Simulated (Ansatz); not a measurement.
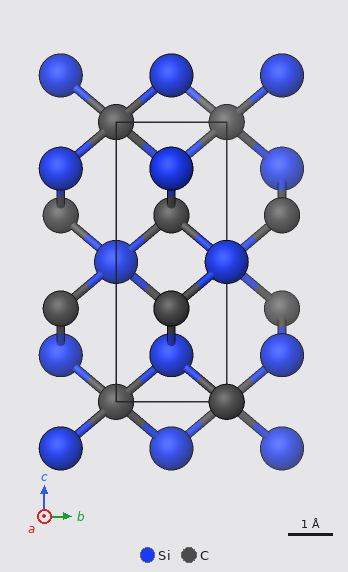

This is the input geometry for a relaxation of crystalline SiC (a generated structure, set up in P6_222) (coarse preliminary run). Style: ball-and-stick. Shown: the cell of the calculation, along the a axis.

Method: Ansatz 0.2.0, DFT PBE, scalar-relativistic, plane waves, PAW.

Input
```yaml
crystal:
  lattice:
    - [2.94723475, 0.0, 0.0]
    - [-1.47361738, 2.55238017, 0.0]
    - [0.0, 0.0, 6.45453908]
  atoms:
    - { symbol: Si, position: [0.0, 0.5, 0.16666667] }
    - { symbol: Si, position: [0.5, 0.5, 0.83333333] }
    - { symbol: Si, position: [0.5, 0.0, 0.5] }
    - { symbol: C, position: [0.5, 0.5, 0.33333333] }
    - { symbol: C, position: [0.5, 0.0, 0.0] }
    - { symbol: C, position: [0.0, 0.5, 0.66666667] }
basis:
  ecutwfc: 420
kpoints:
  mp_grid: { grid: [6, 6, 4] }
hamiltonian:
  xc: pbe
scf:
  occupations: { method: gaussian, width: 0.1 }
  lower_state_search: "off"
output:
  forces: true
  stress: true
  eigenvalues: true
relax:
  adjacent_minimum: "off"
  f_tol: 0.04
  max_steps: 70
  cell: { stress_tol: 0.4 }
```

Launched with:
```bash
ansatz run input.yaml --threads 1 --pin off --max-ram 2560MiB --backend cpu --events-out ev --progress --plain --runs-dir out
```

Where does the relaxation end?

Answer. The atoms keep their places relative to the cell (all moves are under 0.005 Å). The volume changes by +19.9 %, with a = b 2.947 → 3.086 Å (+4.7 %), c 6.455 → 7.058 Å (+9.3 %). Among the contacts that change: Si1–C4 1.824 → 1.940 Å. Among the angles between lasting bonds that change: C4–Si1–C4 107.7° → 105.4°, Si1–C5–Si1 107.7° → 105.4°. The space group stays P6_222 (No. 180). Over 5 accepted moves (7 points after the start) the energy falls by 290 meV per atom. All forces vanish by symmetry, so only the cell relaxes. Pressure: 61.12 GPa at the start and 0.04 GPa at the end. The SCF was repeated twice at an unchanged geometry on a basis and grid sized afresh for the cell, which shifted the energy by 7.9 meV per atom at most. The run took 22 s on 1 thread of Arm Neoverse V1, on a shared host, peak memory 0.33 GiB.

Final geometry:

```
Si C
1.0
     3.08585    0.00000    0.00000
    -1.54292    2.67242    0.00000
     0.00000    0.00000    7.05781
Si C
3 3
Direct
  0.00000 0.50000 0.16667
  0.50000 0.50000 0.83333
  0.50000 0.00000 0.50000
  0.50000 0.50000 0.33333
  0.50000 0.00000 0.00000
  0.00000 0.50000 0.66667
```

The end point in the same view:

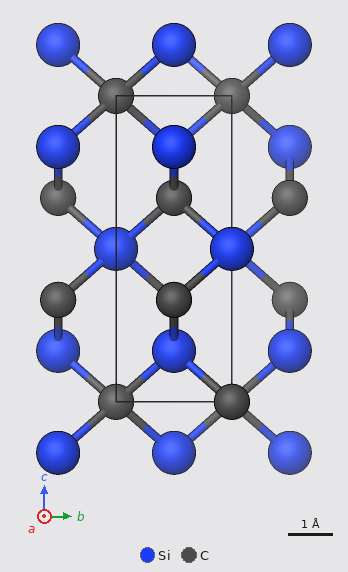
